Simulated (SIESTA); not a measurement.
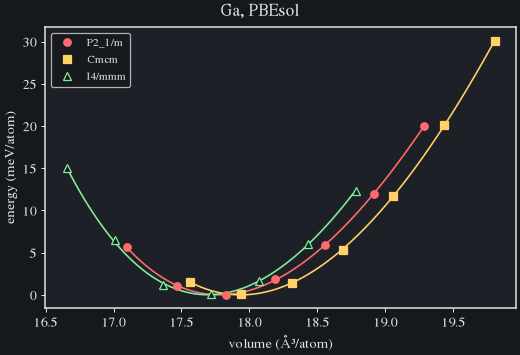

Plotted: energy against volume, with one curve for each structure, for Ga. Each energy curve has its own zero, so the curves don't rank the structures.

Computed with SIESTA 5.4.2: DFT in numerical atomic orbitals with pseudopotentials, no spin polarisation; energies at scaled volumes of the given cell, shape and fractions fixed, counted from the fit's minimum, third-order Birch-Murnaghan fit. Level: PBEsol.

- occupations: Fermi–Dirac
- smearing width: 0.05 eV
- potentials: PseudoDojo 0.4 standard, converted to PSML, two zetas on semicore shells

Settings that differ: P2_1/m: k mesh 10×8×7; Cmcm: k mesh 10×10×8; I4/mmm: k mesh 13×13×13.

Question: Order the curves by fitted equilibrium volume, smallest first.

Answer: I4/mmm 17.694, P2_1/m 17.778, Cmcm 17.936 Å³/atom.

Question: Order the curves by fitted bulk modulus, smallest first.

Answer: Cmcm 60.0, P2_1/m 62.4, I4/mmm 68.5 GPa.

Limits of the calculation: mulliken charges of long orbitals; shape and atomic fractions are frozen while scaling, which makes layered, chain and framework solids too stiff.

The computed values:

P2_1/m:
```csv
volume (Å³/atom),energy (meV/atom)
17.10,5.61
17.46,1.09
17.83,-0.01
18.19,1.84
18.55,5.94
18.92,11.94
19.28,19.98
```

Cmcm:
```csv
volume (Å³/atom),energy (meV/atom)
17.56,1.48
17.94,0.07
18.31,1.39
18.68,5.34
19.06,11.71
19.43,20.07
19.81,30.12
```

I4/mmm:
```csv
volume (Å³/atom),energy (meV/atom)
16.66,15.01
17.01,6.49
17.36,1.13
17.72,0.06
18.07,1.61
18.43,6.00
18.78,12.32
```
